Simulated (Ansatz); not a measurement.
# Run report: Ni₃O₄, band-structure calculation (part 2 of 2)

Ni₃O₄ (Cmmm, 7 atoms in the cell); DFT PBEsol, scalar-relativistic, plane waves, PAW, spin-polarised (Ansatz 0.2.0); cutoff 420 eV, 8×8×14 k-mesh, Gaussian smearing of 0.1 eV, collinear spins. The structure was made by a generator, so it may or may not be a known phase.

Geometry of the input (Å; fractional positions):
```
3.0048  -4.0577  0.0000
3.0048  4.0577  0.0000
0.0000  0.0000  2.8952
Ni 0.5000  0.0000  0.5000
Ni 0.0000  0.5000  0.5000
Ni 0.0000  0.0000  0.0000
O  0.7932  0.7932  0.5000
O  0.2068  0.2068  0.5000
O  0.2311  0.7689  0.0000
O  0.7689  0.2311  0.0000
```

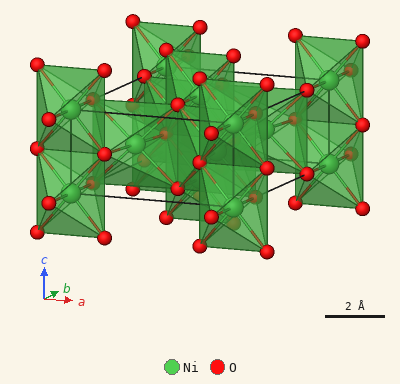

Fig. 1: The input geometry (polyhedral view of the cell 2 times as large as that of the calculation, set on its symmetry axes, seen slightly off an axis; polyhedra are completed across the faces of the cell). An atom can appear more than once, as a periodic image.

**The program's output, continued**
```
--- Per-component energies (eV) ---
  E_band       = -1238.158748
  E_kinetic    = 1523.478766
  E_local      = -14917.759174  (includes V_loc(G=0)·N_el)
  E_nonlocal   = 2110.193306
  E_hartree    = 6221.007704
  E_xc         = -536.889301
  E_vxc        = -691.516376  (∫ρ·V_xc dr)
  E_paw        = -5389.810454  (= ΣΔE_a)
  E_vpaw       = -1704.595416  (= ΣTr[D̂ρ^β])
  E_aug_tail   = 0.010761  (compensation charges beyond the density's cutoff)
  E_ewald      = -8663.802583
  E_core_change = 0.733018  (= ΣΔE_core)
  E_smearing   = -0.025061  (= −TS)
  E_closure    = -0.000000  (closes the sum)
  Σ components = -19652.863018   (vs F -19652.863018, Δ=0.00e0)
--- Forces (eV/Å), atoms counted from 1 ---
  atom   1  Ni     0.00000000     0.00000000     0.00000000
  atom   2  Ni     0.00000000     0.00000000     0.00000000
  atom   3  Ni     0.00000000     0.00000000     0.00000000
  atom   4  O      0.21869604     0.00000000     0.00000000
  atom   5  O     -0.21869604     0.00000000     0.00000000
  atom   6  O      0.00000000     0.14317772     0.00000000
  atom   7  O      0.00000000    -0.14317772     0.00000000
  max |Σ_I F_I| component: 5.55e-17 eV/Å
--- Stress (GPa, compression-positive) ---
       -9.657800       0.000000       0.000000
        0.000000     -10.736223       0.000000
        0.000000       0.000000     -10.439620
  P = ⅓ Tr σ = -10.2779 GPa (-102.779 kbar)
--- Band table (eV; the first three rows and the last of 336) ---
  k-point 0 ↑: bands = ["-93.6621", "-92.7477", "-92.7471", "-54.2593", "-54.2079", "-54.0677", "-53.3618", "-53.3560", "-53.2560", "-53.2480", "-53.2337", "-53.2323", "-9.5487", "-8.0069", "-7.7949", "-7.6284", "2.7074", "3.5812", "4.4904", "4.8973", "5.0408", "5.2829", "5.3319", "6.7413", "6.8575", "7.9613", "8.1812", "8.1949", "8.2952", "8.4059", "8.4633", "8.5696", "8.5697", "9.1111", "9.1330", "9.2158", "9.2281", "9.5023", "9.6965", "11.5010", "11.6622", "11.7630", "11.9172", "13.9645", "18.0622", "18.5959", "19.7381", "20.7685", "22.7284", "23.1321", "24.5421", "25.9555", "26.8219", "27.8538", "28.1963", "28.4263"]
  k-point 1 ↑: bands = ["-93.6620", "-92.7477", "-92.7470", "-54.2592", "-54.2091", "-54.0675", "-53.3617", "-53.3559", "-53.2559", "-53.2479", "-53.2347", "-53.2333", "-9.5049", "-7.9962", "-7.7855", "-7.6252", "2.7730", "3.6401", "4.4578", "4.8804", "5.0545", "5.3089", "5.3478", "6.4708", "6.6954", "7.7916", "7.8835", "8.1221", "8.3558", "8.4646", "8.5715", "8.6672", "8.8868", "9.1258", "9.1689", "9.2049", "9.2486", "9.5088", "9.7148", "11.3552", "11.6417", "11.7104", "11.8099", "14.1741", "18.2725", "18.8019", "19.8711", "20.7358", "22.7448", "23.1582", "24.3968", "25.5559", "26.9145", "27.7283", "27.9142", "28.3206"]
  k-point 2 ↑: bands = ["-93.6618", "-92.7475", "-92.7468", "-54.2589", "-54.2125", "-54.0671", "-53.3615", "-53.3557", "-53.2557", "-53.2477", "-53.2376", "-53.2362", "-9.3772", "-7.9657", "-7.7625", "-7.6163", "2.9651", "3.8108", "4.3645", "4.8410", "5.0764", "5.3841", "5.3895", "5.9119", "6.3559", "7.1141", "7.5772", "8.2434", "8.3450", "8.5750", "8.6932", "8.8162", "9.1068", "9.2085", "9.2757", "9.3070", "9.4167", "9.5275", "9.7641", "10.9825", "11.5559", "11.5619", "11.5745", "14.7291", "18.8293", "19.3613", "20.2446", "20.6421", "22.7568", "23.2300", "23.9824", "24.6519", "26.8017", "27.1446", "27.9183", "28.0084"]
  k-point 167 ↓: bands = ["-93.8102", "-91.5996", "-91.5988", "-54.4140", "-54.3563", "-54.2191", "-52.2581", "-52.2536", "-52.1347", "-52.1331", "-52.1202", "-52.1097", "-7.9047", "-7.7808", "-7.6808", "-7.6412", "2.6083", "3.5048", "4.4067", "4.6254", "5.2755", "5.3512", "5.8668", "6.1616", "6.9259", "7.1496", "7.1936", "7.2517", "8.1161", "8.3954", "8.4587", "9.5295", "9.5358", "9.6824", "10.1032", "10.2595", "10.3372", "10.4720", "10.7503", "11.4869", "11.7359", "12.7263", "12.7693", "17.5516", "17.9967", "19.0600", "20.7335", "21.2516", "22.2011", "23.4655", "23.6013", "24.3291", "25.2116", "25.5476", "27.6373", "27.7527"]
--- Löwdin populations: 7 sites ---
  site symbol       q [e]    m [muB]
     0     Ni     16.9576     0.9014
     1     Ni     16.9576     0.9014
     2     Ni     16.8141    -0.1077
     3      O      6.7044     0.0446
     4      O      6.7044     0.0446
     5      O      6.7695     0.1455
     6      O      6.7695     0.1455
  spilling = 0.004139 (of n_electrons = 78.000000)
--- Bader charges: 7 sites ---
  site symbol  charge [e]  shift [e]    m [muB]
     0     Ni      1.1439     0.0037     0.9394
     1     Ni      1.1439     0.0037     0.9394
     2     Ni      1.3438     0.0152    -0.1121
     3      O     -0.8645     0.0065     0.0352
     4      O     -0.8645     0.0065     0.0352
     5      O     -0.9512     0.0049     0.1193
     6      O     -0.9512     0.0049     0.1193
  estimated error of the sums over rays = 3.2e-4 e
```

**File bader_charges.tsv**
```
# site	symbol	x_ang	y_ang	z_ang	partial_charge_e	electrons	volume_ang3	relative_density_drop	shared_charge_e	partial_wave_shift_e	spin_moment_mub
# quadrature_error_electrons = 3.2e-4
0	Ni	1.5024	-2.0289	1.4476	1.14387	26.85613	9.29	-	1.14387	0.00373	0.93939
1	Ni	1.5024	2.0289	1.4476	1.14386	26.85614	9.29	-	1.14386	0.00373	0.93939
2	Ni	0.0000	0.0000	0.0000	1.34376	26.65624	7.05	-	1.34376	0.01517	-0.11207
3	O	4.7668	0.0000	1.4476	-0.86452	8.86452	11.72	-	-0.86452	0.00646	0.03519
4	O	1.2428	0.0000	1.4476	-0.86452	8.86452	11.72	-	-0.86452	0.00646	0.03519
5	O	3.0048	2.1818	0.0000	-0.95122	8.95122	10.76	-	-0.95122	0.00485	0.11925
6	O	3.0048	-2.1818	0.0000	-0.95123	8.95123	10.76	-	-0.95123	0.00485	0.11925
```

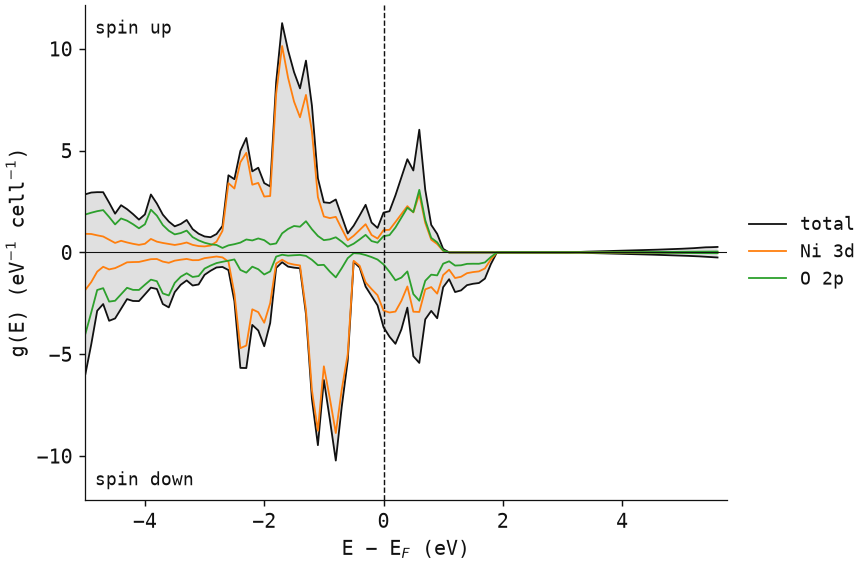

Fig. 2: Density of states (projected on Löwdin-orthogonalised atomic shells), with energies from the Fermi level. There are states at the Fermi level: a metal at this level of theory.

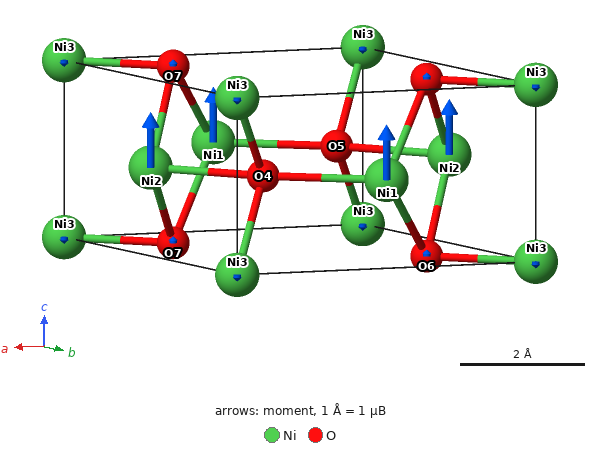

Fig. 3: Magnetic moments of the sites as blue arrows (ball-and-stick view of the cell of the calculation, seen at an oblique angle; atoms are numbered from 1 in the order of the input); small moments hardly show. The run is collinear, so the axis drawn is arbitrary. Site moments: Ni1, Ni2 (0.91 μB); Ni3 (−0.11 μB); O6, O7 (0.11 μB). They are counted near the atoms and needn't add up to the moment of the cell.

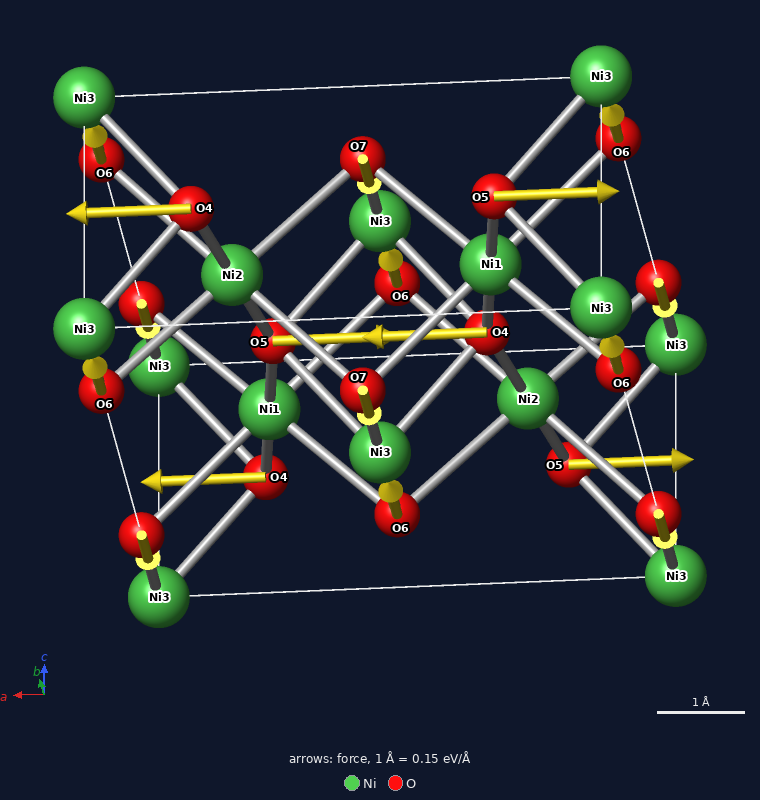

Fig. 4: Forces on the atoms as yellow arrows (ball-and-stick view of the cell 2 times as large as that of the calculation, set on its symmetry axes, seen at an oblique angle; atoms are numbered from 1 in the order of the input). The largest act on O4, O5 (0.22 eV/Å); O6, O7 (0.14 eV/Å). The geometry is not a stationary point of this energy.

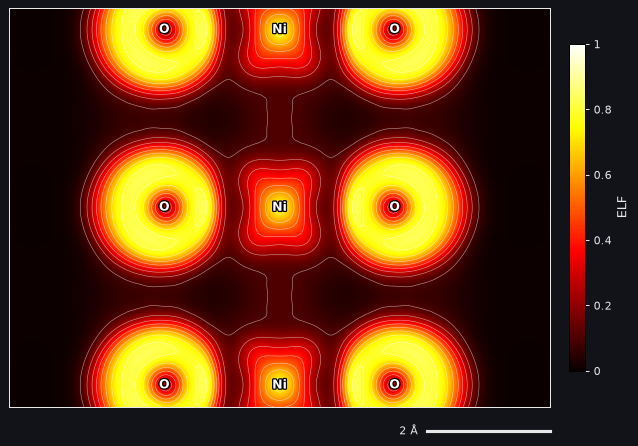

Fig. 5: Electron localisation function on the (100) plane of the conventional cell. Ni–O (1.88 Å): the ELF is about 0.30 at the midpoint; a polar contact without a shared pair, in a metal. The strong features right at Ni lie inside the PAW spheres (semicore, d or f shells) and say nothing about bonding. In a PAW calculation such maps are meaningful between the atoms, not at the nuclei.

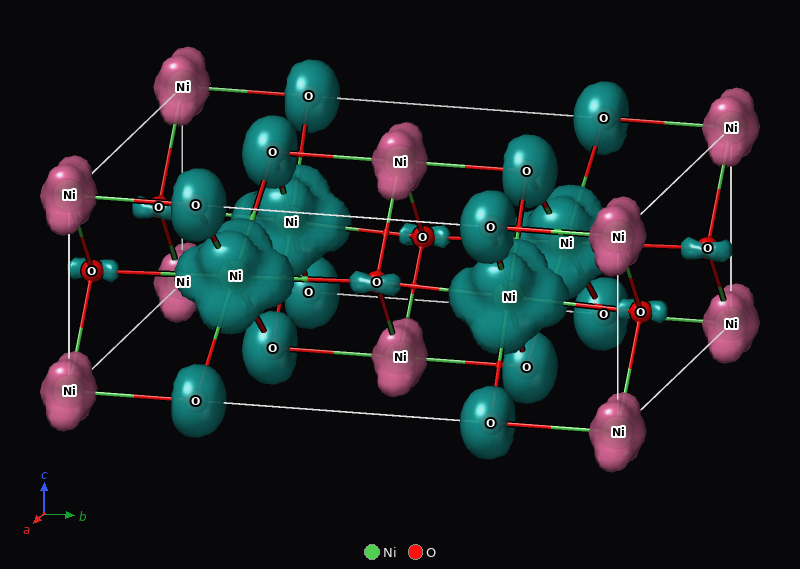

Fig. 6: Isosurfaces of the spin density (up minus down) at +0.08 (teal) and −0.08 e/Å³ (pink), seen at an oblique angle. Sticks mark near contacts. The outline is the cell set on symmetry axes. The cell of the calculation (7 atoms) carries 2.1 μB net.

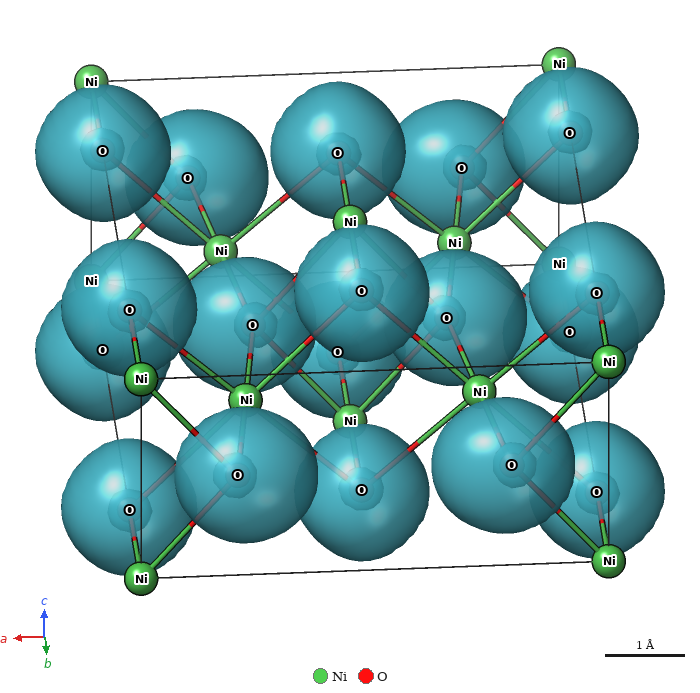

Fig. 7: Isosurface of the electron localisation function at 0.6 (cyan), seen at an oblique angle. Core shells and regions of very low density are left out. Sticks mark near contacts. The outline is the cell set on symmetry axes. Values along the shortest contacts: Ni–O (1.88 Å): the ELF is about 0.30 at the midpoint; no shared pair; the contact is polar. Ni–O (2.05 Å): the ELF is about 0.20 at the midpoint; no shared pair; the contact is polar.

**Results in brief**

- outcome: converged
- space group (tolerance 0.01 Å): Cmmm (65)
- electrons treated: 78
- free energy: −19652.8630 eV
- Fermi energy: 10.880 eV
- gap on the k-point mesh: none (metallic)
- net moment of the cell: 2.08 μB
- integrated absolute moment: 2.34 μB
- pressure: −10.28 GPa
- largest force (length of the vector): 0.219 eV/Å
- hardware: 1 thread of Intel Xeon @ 2.50GHz (Skylake/Cascade Lake), 189 GiB of memory available, shared host
- wall time: 13 min
- peak memory: 1.5 GiB

**Remarks**

The electronic state found may not be the lowest one. Notes on the run: the search outside the symmetry group is no proof of a minimum; another magnetic order may lie lower. The cell is under a tension of 10.3 GPa at this level, so it is not at its equilibrium volume.
